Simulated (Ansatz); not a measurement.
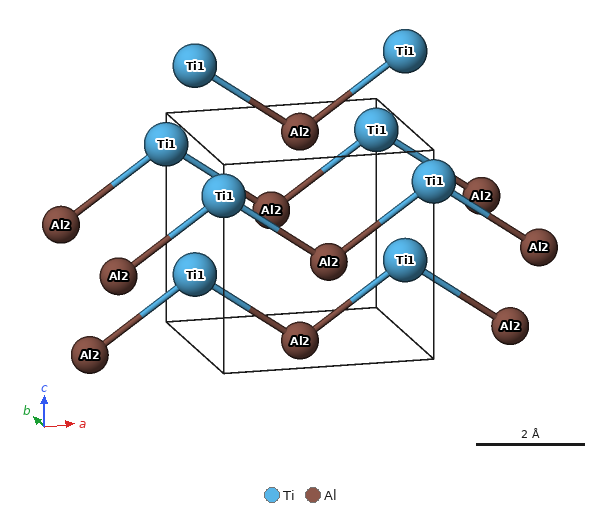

*The structure (ball-and-stick view of the cell 2 times as large as that of the calculation, set on its symmetry axes, seen slightly off an axis; bonded neighbours outside the cell are drawn too; atoms are numbered from 1 in the order of the input). An atom can appear more than once, as a periodic image.*

Near neighbours in the periodic cell (some may lie outside the picture): Ti has 2 Al at 2.47 Å; Al has 2 Ti at 2.47 Å.

# Run report: TiAl, single-point calculation

The run: single-point calculation of TiAl (Amm2, 2 atoms in the cell). Method and program: DFT PBE, scalar-relativistic, plane waves, PAW, no spin polarisation (Ansatz 0.2.0).

The structure derives from an entry of the Crystallography Open Database. It belongs to a series of runs on one base structure; here: atom 1 (Ti) moved by (-0.600, +0.000) A along [1 1 0] and z. Figures and captions count atoms from 1; the log counts them from 0 in places.

The program's output
```
Engine: ansatz 0.2.0, x86_64-unknown-linux-gnu
Pseudopotentials: kind: paw
Pseudopotential: Ti, paw, valence charge 12, recommended cutoff 420 eV (normal), Ti.paw.azcp
Pseudopotential: Al, paw, valence charge 3, recommended cutoff 420 eV (normal), Al.paw.azcp
Functional definition: PBE
  parameter kappa = 0.804
  parameter beta = 0.06672455060314922
  exchange = pbe_x(kappa = kappa, mu = beta*pi^2/3)
  correlation = pbe_c(beta = beta)
Crystal: 2 atoms, lattice volume = 32.677 Å³
Basis set: ecut = 420 eV, 657 PW (Γ), exchange–correlation on 40×40×60 points (8 copies of the dense FFT grid, shifted against one another)
Bands: 12, of which v1, the nominal top of the filled ones, is band 8 counted from 1 (7 counted from 0)
Symmetry: 4 space group operations
Space group: Amm2 (ITA 38), of the structure as read, at distance tolerance 3.2e-5 Å
k-points: 511 of 3072 (time reversal used)
Non-local potential: Ti, projectors of the file, l = 0: 3, l = 1: 2, l = 2: 3, l = 3: 1
Non-local potential: Al, projectors of the file, l = 0: 2, l = 1: 2, l = 2: 1
PAW form: soft (Blöchl's): semilocal exchange-correlation on the pseudo side does not see the compensation charge
PAW one-centre angular grid: Ti, 590 points (default); XC on 64 Gauss nodes
PAW one-centre angular grid: Al, 110 points (default); XC on 64 Gauss nodes
Initial density: superposition of atomic densities (neutral atoms: chi_scale 0, normalization atom), corrected by the library's trained network
Initial wavefunctions: pseudopotential atomic-orbital guess
Functional: x = pbe(κ = 0.804, μ = 0.2195149727645171), c = pbe(β = 0.06672455060314922)
SCF iter   1: F=—  HF=-3037.167786 eV  |F-HF|=—  |Δ(HF+E_count)|=         —  Δρ=2.71e-3  dr2=1.90e-3  ethr=1.77e-3  ⟨swp⟩=5.0  Hψ=31031  notcnv=0
preconditioner: auto → none  [metal: Δε(μ)=0.002 eV  Ē_g=5.174 eV  σ=0.150 eV  W_gap=0.01  n_scr=6 (ndim 8)  ℏωp=17.2 eV  f_vac=0.000  D(μ)=2.11/eV (n_scr^D=20)  sad-step TF]
SCF iter   2: F=—  HF=-3037.167641 eV  |F-HF|=—  |Δ(HF+E_count)|=   1.45e-4  Δρ=1.62e-3  dr2=7.51e-4  ethr=1.26e-5  ⟨swp⟩=1.6  Hψ=10809  notcnv=0
SCF iter   3: F=—  HF=-3037.167578 eV  |F-HF|=—  |Δ(HF+E_count)|=   6.26e-5  Δρ=1.97e-4  dr2=1.47e-5  ethr=5.01e-6  ⟨swp⟩=2.0  Hψ=7047  notcnv=0
SCF iter   4: F=—  HF=-3037.167606 eV  |F-HF|=—  |Δ(HF+E_count)|=   2.81e-5  Δρ=5.30e-5  dr2=5.17e-7  ethr=9.82e-8  ⟨swp⟩=2.6  Hψ=9011  notcnv=0
iter 5 did not close the SCF: its close was put off for the readings that it lacked (scf_convergence_deferred on its scf_iter line)
SCF iter   5: F=-3037.167606 eV  HF=-3037.167606 eV  |F-HF|=1.79e-8  |Δ(HF+E_count)|=   4.20e-8  Δρ=1.33e-5  dr2=3.24e-8  ethr=3.45e-9  ⟨swp⟩=2.6  Hψ=9767  notcnv=0
SCF iter   6: F=-3037.167606 eV  HF=-3037.167606 eV  |F-HF|=7.26e-10  |Δ(HF+E_count)|=   3.96e-9  Δρ=2.65e-6  dr2=1.71e-9  ethr=2.16e-10  ⟨swp⟩=4.4  Hψ=29723  notcnv=0
SCF 1 converged in 6 iterations: F = -3037.167606 eV  dr2 = 1.71e-9
  greatest PAW one-centre occupation: 0.999 electrons in one spin orbital (limit 2), on the Ti atom at site 0 (counted from 0), in its partial waves of l = 0
```

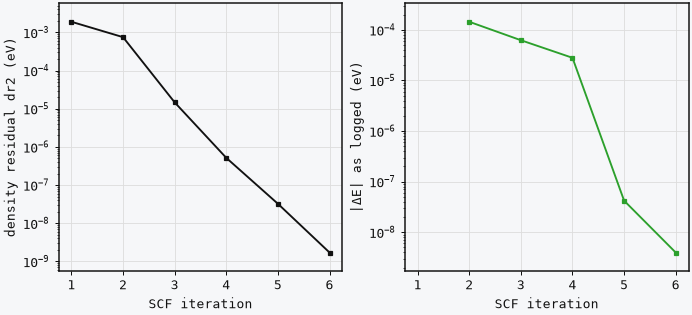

*Convergence of the self-consistent field: density residual dr2 and size of the energy change against the SCF iteration.*

The residual falls at every step.

```
SCF converged after 6 iterations
Free energy (F): -3037.167606 eV
Harris-Foulkes:  -3037.167606 eV  (|F-HF|=7.26e-10)
Internal energy: -3037.143794 eV  (E = F + TS)
E sigma→0 (E₀):  -3037.155700 eV
Entropy (-TS):   -0.023812 eV (-11.906 meV/atom)
Fermi energy:    10.766041 eV
--- Per-component energies (eV) ---
  E_band       = -166.099228
  E_kinetic    = 297.882827
  E_local      = -1089.871561  (includes V_loc(G=0)·N_el)
  E_nonlocal   = 20.193406
  E_hartree    = 466.771198
  E_xc         = -137.934005
  E_vxc        = -151.842669  (∫ρ·V_xc dr)
  E_paw        = -1516.075262  (= ΣΔE_a)
  E_vpaw       = -176.004195  (= ΣTr[D̂ρ^β])
  E_aug_tail   = 0.000119  (compensation charges beyond the density's cutoff)
  E_ewald      = -1078.110516
  E_smearing   = -0.023812  (= −TS)
  E_closure    = -0.000000  (closes the sum)
  Σ components = -3037.167606   (vs F -3037.167606, Δ=0.00e0)
--- Forces (eV/Å), atoms counted from 1 ---
  atom   1  Ti     2.00901967     2.00901967     0.00000000
  atom   2  Al    -2.00901353    -2.00901353     0.00000000
  max |Σ_I F_I| component: 6.13e-6 eV/Å
--- Stress (GPa, compression-positive) ---
        1.843304       4.747996       0.000000
        4.747996       1.843304       0.000000
        0.000000       0.000000      19.772720
  P = ⅓ Tr σ = 7.8198 GPa (78.198 kbar)
--- Band table (eV; the first three rows and the last of 511) ---
  k-point 0: bands = ["-45.6884", "-22.1018", "-21.6886", "-21.6871", "1.9023", "8.9911", "9.9792", "10.5160", "13.0470", "13.0795", "14.1199", "16.7189"]
  k-point 1: bands = ["-45.6884", "-22.1031", "-21.6885", "-21.6870", "1.9676", "8.7383", "9.9881", "10.6081", "12.9926", "13.0428", "14.1231", "17.0059"]
  k-point 2: bands = ["-45.6882", "-22.1066", "-21.6884", "-21.6869", "2.1593", "8.1341", "10.0127", "10.7875", "12.8729", "12.9466", "14.1289", "17.7603"]
  k-point 510: bands = ["-45.5789", "-22.0824", "-22.0797", "-22.0058", "8.5834", "8.5898", "8.7522", "11.8100", "12.4964", "13.3335", "14.9237", "15.0502"]
```

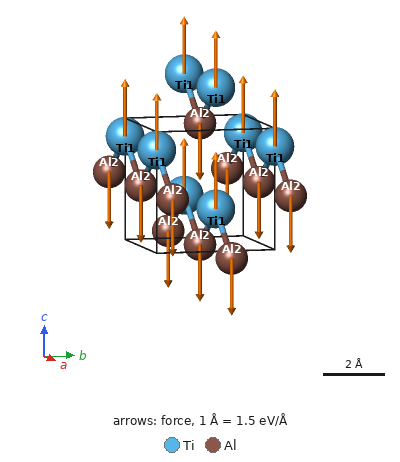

*Forces on the atoms as orange arrows (ball-and-stick view of the cell 2 times as large as that of the calculation, set on its symmetry axes, seen slightly off an axis; bonded neighbours outside the cell are drawn too; atoms are numbered from 1 in the order of the input).*

The largest act on Ti1 (2.84 eV/Å); Al2 (2.84 eV/Å). The geometry is not a stationary point of this energy.

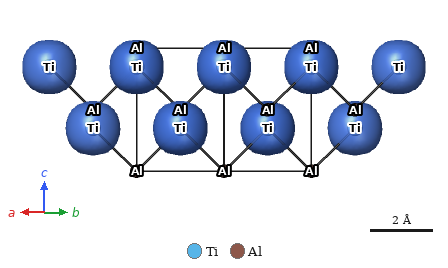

*Isosurface of the valence charge density (pseudo) at 0.6 e/Å³ (blue), seen along [110]. Sticks mark near contacts. The outline is the cell set on symmetry axes.*

At this value the density breaks into separate islands; it holds about 60 % of the electrons treated as valence (semicore included). It is pinched off along the Ti–Al (2.47 Å) contacts. On the grid the lowest density along these lines, outside the cores, is 0.29 e/Å³ (Ti–Al, 2.47 Å). In a PAW calculation such maps are meaningful between the atoms, not at the nuclei.

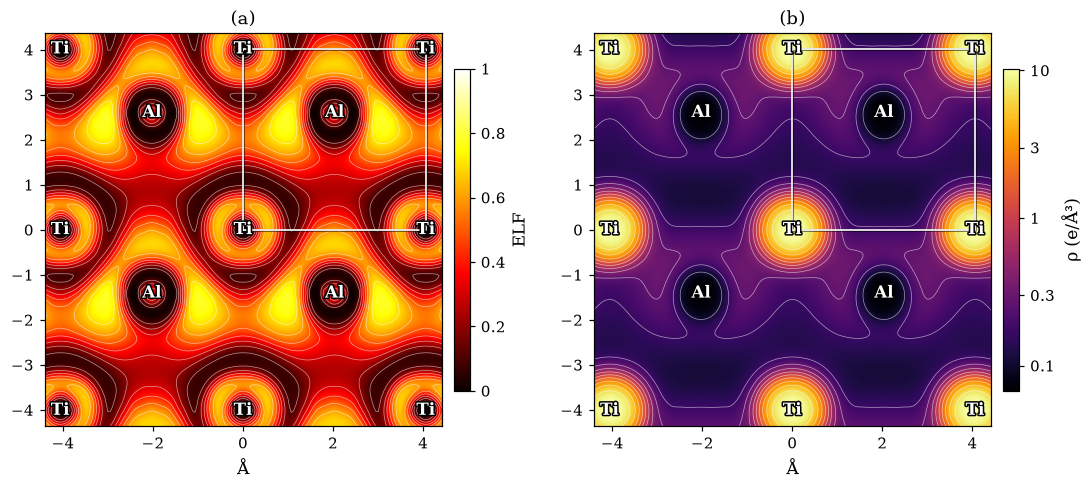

*(a) ELF; (b) valence electron density on the (010) plane of the conventional cell.*

Ti–Al (2.47 Å): the density is about 0.31 e/Å³ at the midpoint; the ELF is about 0.35 at the midpoint (metallic bonding. Away from the nuclei the density in this plane falls to 0.11 e/Å³ at its lowest. The strong features right at Ti lie inside the PAW spheres (semicore, d or f shells) and say nothing about bonding.

This output came from the following input.

Input file
```yaml
crystal:
  lattice:
    - [2.8373, 0.0, 0.0]
    - [0.0, 2.8373, 0.0]
    - [0.0, 0.0, 4.0591]
  atoms:
    - { symbol: Ti, position: [-0.1495309163, -0.1495309163, 0.0] }
    - { symbol: Al, position: [0.5, 0.5, 0.5] }
basis:
  ecutwfc: 420
kpoints:
  mp_grid: { grid: [16, 16, 12] }
hamiltonian:
  xc: pbe
scf:
  occupations: { method: gaussian, width: 0.15 }
output:
  forces: true
  stress: true
  eigenvalues: true
  write_density: true
  write_potential: true
  elf: true
  volumetric_format: npy
```

Launch command:
```bash
ansatz run input.yaml --threads 1 --pin off --max-ram 2560MiB --backend cpu --events-out ev --progress --plain --runs-dir out
```

Summary

| quantity | value |
| --- | --- |
| outcome | converged |
| space group (tolerance 0.01 Å) | Amm2 (38) |
| electrons treated | 15 |
| free energy | −3037.1676 eV |
| Fermi energy | 10.766 eV |
| gap on the k-point mesh | none (metallic) |
| pressure | 7.82 GPa |
| largest force (length of the vector) | 2.841 eV/Å |
| hardware | 1 thread of Intel Xeon (Granite Rapids), 192 GiB of memory available, shared host |
| wall time | 10 s |
| peak memory | 0.53 GiB |
